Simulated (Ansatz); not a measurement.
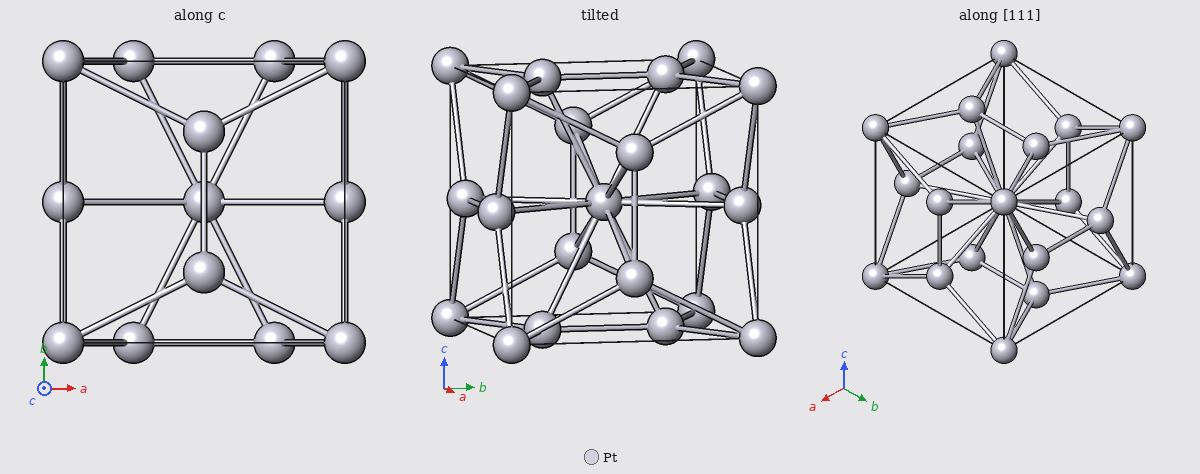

Shown here is a ball-and-stick view of the crystal, taken along the c axis, slightly off an axis and along [111]. Atoms at the boundary of the conventional unit cell (the box) are drawn once for each face, edge or corner they touch.

The box has a = 5.024 Å, b = 5.024 Å, c = 5.024 Å, α = 90.00°, β = 90.00°, γ = 90.00°.

### How many atoms make up the cell?

8 (platinum), counting shared atoms by their share.

### Space group?

Pm-3n (No. 223), with Pt on 2a and Pt on 6c.

### Identify the structure type.

Β-tungsten (A15) type.

The initial geometry was a textbook structure type filled with this element (whether it is the usual form wasn't checked). The picture shows the end point of a geometry optimisation with DFT r2SCAN, scalar-relativistic, plane waves, PAW in Ansatz.
